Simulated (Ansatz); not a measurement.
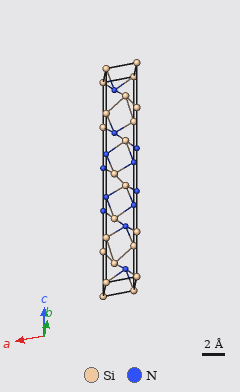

This is the input geometry for a relaxation of crystalline Si3N2 (built on the tetradymite_166 type) (coarse preliminary run). Style: ball-and-stick. Shown: the conventional cell (3 times the calculation's cell), from a free direction. Lengths and directions refer to the drawn axes.

Case: anti-tetradymite type (R-3m, No. 166).

These are results of DFT PBE, scalar-relativistic, plane waves, PAW in Ansatz, not measurements.

Input file:
```yaml
crystal:
  lattice:
    - [1.5483729719, 0.8939535521, 7.1774941455]
    - [-1.5483729719, 0.8939535521, 7.1774941455]
    - [0.0, -1.7879071042, 7.1774941455]
  atoms:
    - { symbol: Si, position: [0.0, 0.0, 0.0] }
    - { symbol: Si, position: [0.2095, 0.2095, 0.2095] }
    - { symbol: Si, position: [0.7905, 0.7905, 0.7905] }
    - { symbol: "N", position: [0.4, 0.4, 0.4] }
    - { symbol: "N", position: [0.6, 0.6, 0.6] }
basis:
  ecutwfc: 420
kpoints:
  mp_grid: { grid: [6, 6, 6] }
hamiltonian:
  xc: pbe
scf:
  occupations: { method: gaussian, width: 0.1 }
  lower_state_search: "off"
output:
  forces: true
  stress: true
  eigenvalues: true
relax:
  adjacent_minimum: "off"
  f_tol: 0.04
  max_steps: 70
  cell: { stress_tol: 0.4 }
```

Run as
```bash
ansatz run input.yaml --threads 1 --pin off --max-ram 2560MiB --backend cpu --events-out ev --progress --plain --runs-dir out
```

> What does the optimiser find from here?

The largest moves relative to the cell, 0.77 Å, are those of N4 and N5. N4 goes along +c. Largest moves by element: N 0.77 Å, Si 0.01 Å. The volume changes by +0.7 %, with a = b 3.097 → 2.827 Å (−8.7 %), c 21.532 → 26.013 Å (+20.8 %). Near-neighbour distances that change, for instance: Si1–N4 2.293 → 2.990 Å, Si2–N5 2.171 → 1.785 Å, Si2–Si3 2.569 → 2.751 Å. Among the angles between lasting bonds that change: Si2–Si3–N4 168.7° → 150.3°, Si3–N4–Si3 91.0° → 104.7°, N4–Si3–N4 91.0° → 104.7°. The space group stays R-3m (No. 166). Over 11 accepted moves (14 points after the start) the energy falls by 3.177 eV per cell of the calculation. Largest force component: 1.3 eV/Å at the start, 0.031 eV/Å at the end. Pressure: −14.02 GPa at the start and 0.11 GPa at the end. The line search rejected the trial step at point 7 of the run. At 2 points the geometry stayed and the basis and grid were re-selected for the new cell (energy shift of 63.4 meV per cell of the calculation at most each time).

Final geometry:

```xyz
5
Lattice="1.4137 0.8162 8.6709 -1.4137 0.8162 8.6709 0.0000 -1.6324 8.6709" Properties=species:S:1:pos:R:3 pbc="T T T"
Si    0.0000    1.6324   17.3417
Si    0.0000    0.0000    5.4425
Si    0.0000    0.0000   20.5702
N     0.0000    0.0000   11.1763
N     0.0000    0.0000   14.8364
```

After the run, drawn alike:

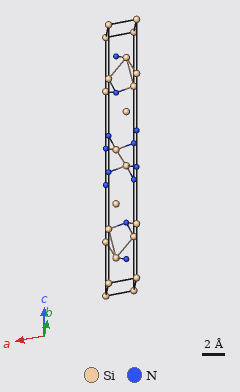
